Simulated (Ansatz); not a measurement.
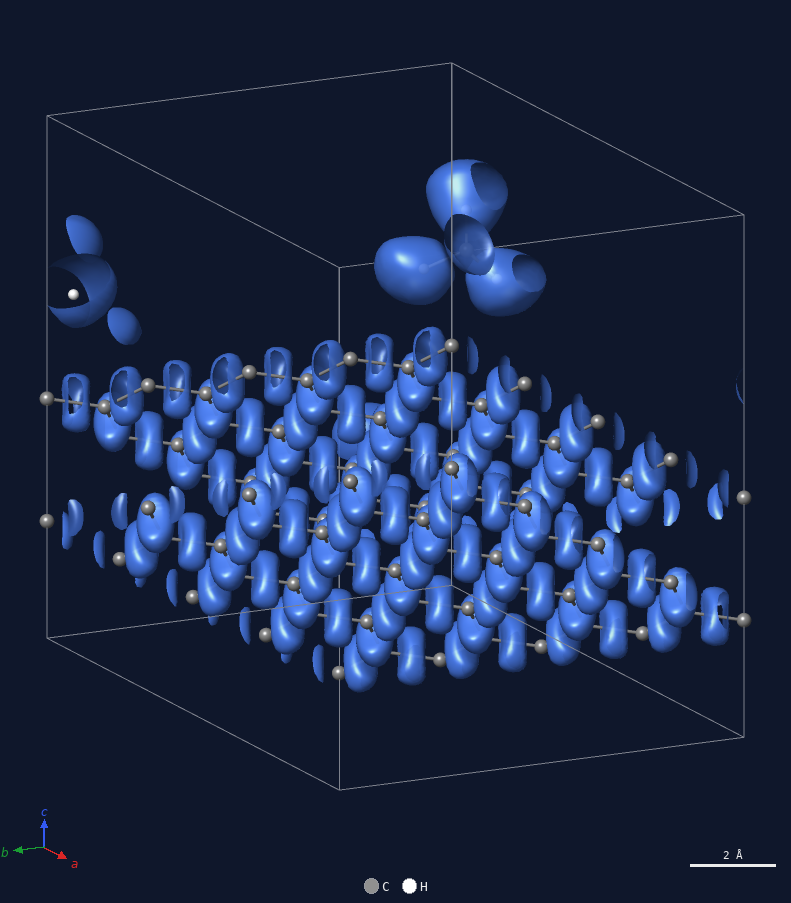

The picture shows: H4C65 (slab). Isosurface of the ELF at 0.75 (blue), seen at an oblique angle. Core shells and regions of very low density are left out. Sticks mark near contacts.

These are results of Ansatz 0.2.0, DFT PBE+D3(BJ), scalar-relativistic, plane waves, PAW, not measurements.

Core electrons are frozen (PAW), and the valence fields are smoothed inside the atomic spheres.

H4C65 (slab), 69 atoms, a = 9.84 Å, b = 9.84 Å, c = 21.35 Å, α = 90.00°, β = 90.00°, γ = 120.00°.

> Where are the electrons localised?

The surface consists of 96 regions between bonded C–C atoms (shared pairs) and four regions around hydrogen nuclei, counted in one cell of 69 atoms. Counts are for one cell; the picture repeats the cell along the surface. Along the contacts the grid gives the following. C–H (1.10 Å): the ELF climbs to about 1 towards the hydrogen, as it does in any bond to H; a covalent bond by its length. C–C (1.42 Å): the ELF peaks at about 0.95 between the atoms: a covalent bond.
